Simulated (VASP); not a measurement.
**Energy of TiAl along an even scaling of the cell**

System: TiAl (Pm-3m, 2 atoms in the cell).
Method: Kohn-Sham DFT of a periodic cell, PBEsol, VASP PAW PBE potentials, recommended, no spin polarisation (VASP 6.6.1).

The 7 runs differ only in the geometry, by an even scaling of the cell at fixed fractional positions. The structure derives from a Materials Project entry.

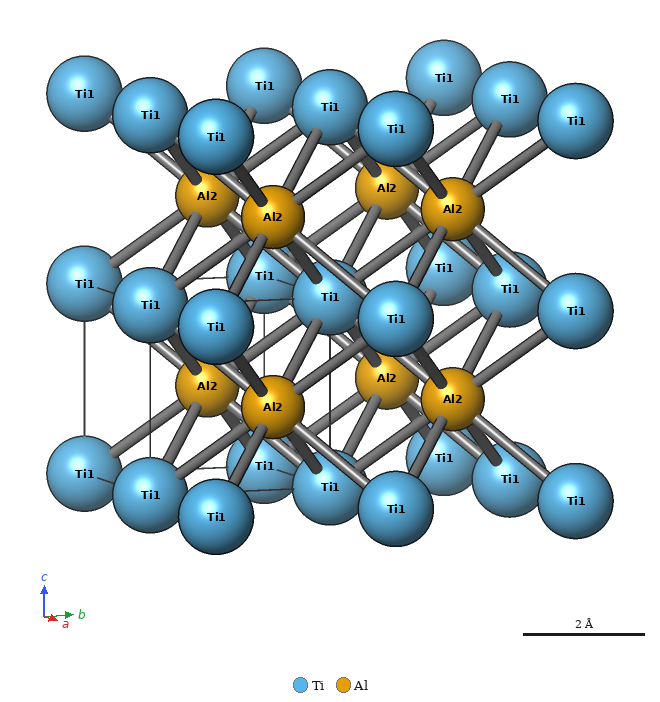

Figure 1. The structure of run 4 (ball-and-stick view of the cell of the calculation, repeated 2 × 2 × 2, seen slightly off an axis; atoms are numbered from 1 in the order of the input).

## INCAR of run 4
```
ALGO = Normal
EDIFF = 1E-7
ENCUT = 520
GGA = PS
ISIF = 2
ISMEAR = -1
LASPH = T
LCHARG = T
LELF = T
LREAL = F
LVHAR = T
LWAVE = F
NBANDS = 14
NELM = 100
PREC = Accurate
SIGMA = 0.05
```

## KPOINTS of run 4
```
k-points
0
Gamma
  8 8 8
```

## POSCAR of run 4
```
TiAl
1.0
    3.1790640000      0.0000000000      0.0000000000
    0.0000000000      3.1790640000      0.0000000000
    0.0000000000      0.0000000000      3.1790640000
Ti Al
1 1
Direct
    0.0000000000      0.0000000000      0.0000000000
    0.5000000000      0.5000000000      0.5000000000
```

Command:
```bash
cat potpaw_PBE.64/Ti_sv/POTCAR potpaw_PBE.64/Al/POTCAR > POTCAR
mpirun -np 1 vasp_std > vasp.out
```

Run 3 has the same physical settings and fractional positions; its lattice vectors (Å) are:
```
   3.157727    0.000000    0.000000
   0.000000    3.157727    0.000000
   0.000000    0.000000    3.157727
```

## Results, with one run withheld

| run | volume per atom (Å³) | free energy per atom, from the lowest run given (meV) | pressure (GPa) |
| --- | --- | --- | --- |
| 1 | 15.101 | 8.04 | 5.30 |
| 2 | 15.422 | 0.19 | 2.50 |
| 3 | 15.743 | ? | ? |
| 4 | 16.065 | 0.00 | −2.32 |
| 5 | 16.386 | 6.69 | −4.39 |
| 6 | 16.707 | 17.34 | −6.26 |
| 7 | 17.028 | 31.55 | −7.95 |

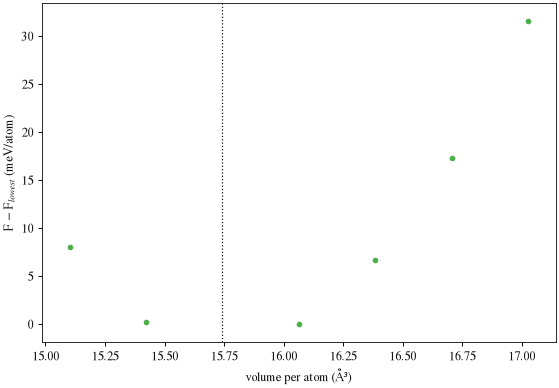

Figure 2. Free energy per atom of the runs given; the dotted line marks run 3.

Fit the runs given and predict run 3.

A cubic polynomial in V^(−2/3) (the Birch–Murnaghan form), fitted to the 6 runs given, misses them by at most 0.01 meV per atom. With x = V^(−2/3) − 0.15688 Å⁻², it reads F = 0.42395 − 2381 x + 5.1563e+05 x² − 1.1532e+05 x³ (meV per atom). At run 3 it gives −2.33 meV per atom, and the run itself gives −2.33. The slope of the fit gives a pressure −dF/dV of 0.01 GPa there, and the run prints −0.03 GPa. The fit has its minimum at 15.744 Å³ per atom, where V d²F/dV² gives 118 GPa: the bulk modulus at this level, since symmetry fixes the shape and the positions.

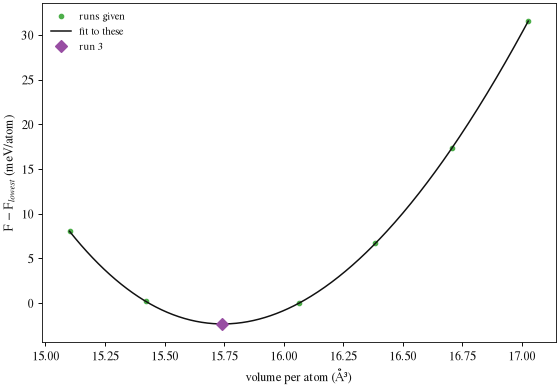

Figure 3. The fit and the withheld run.

## OSZICAR and lines of OUTCAR (run 3)
```
N       E                     dE             d eps       ncg     rms          rms(c)
DAV:   1     0.100729370341E+03    0.10073E+03   -0.71918E+03   980   0.110E+03
DAV:   2    -0.903639316413E+01   -0.10977E+03   -0.10567E+03  1010   0.300E+02
DAV:   3    -0.145261885328E+02   -0.54898E+01   -0.52402E+01  1490   0.649E+01
DAV:   4    -0.147040937705E+02   -0.17791E+00   -0.17743E+00  1064   0.101E+01
DAV:   5    -0.147114541405E+02   -0.73604E-02   -0.73512E-02  1416   0.199E+00    0.103E+01
DAV:   6    -0.130462877374E+02    0.16652E+01   -0.52277E+00  1108   0.314E+01    0.279E+00
DAV:   7    -0.129857077542E+02    0.60580E-01   -0.40735E-01  1090   0.839E+00    0.179E+00
DAV:   8    -0.129758022459E+02    0.99055E-02   -0.55690E-02  1306   0.232E+00    0.569E-01
DAV:   9    -0.129731919642E+02    0.26103E-02   -0.10154E-02  1136   0.139E+00    0.179E-01
DAV:  10    -0.129733049685E+02   -0.11300E-03   -0.37361E-04  1088   0.224E-01    0.592E-02
DAV:  11    -0.129733041590E+02    0.80949E-06   -0.16443E-04  1428   0.129E-01    0.103E-02
DAV:  12    -0.129733037201E+02    0.43895E-06   -0.44441E-06  1136   0.221E-02    0.753E-03
DAV:  13    -0.129733033299E+02    0.39018E-06   -0.97534E-07  1388   0.642E-03    0.733E-04
DAV:  14    -0.129733033579E+02   -0.28052E-07   -0.67669E-08   752   0.200E-03
   1 F= -.12973303E+02 E0= -.12961925E+02  d E =-.227565E-01
[... from OUTCAR:]
  free energy    TOTEN  =       -12.97330336 eV
  energy without entropy =      -12.95054687  energy(sigma->0) =      -12.96192511
 E-fermi :   8.8855     XC(G=0): -11.2776     alpha+bet :-16.7174
  free  energy   TOTEN  =       -12.9733033579 eV
  energy  without entropy=      -12.9505468689  energy(sigma->0) =      -12.96192511
```
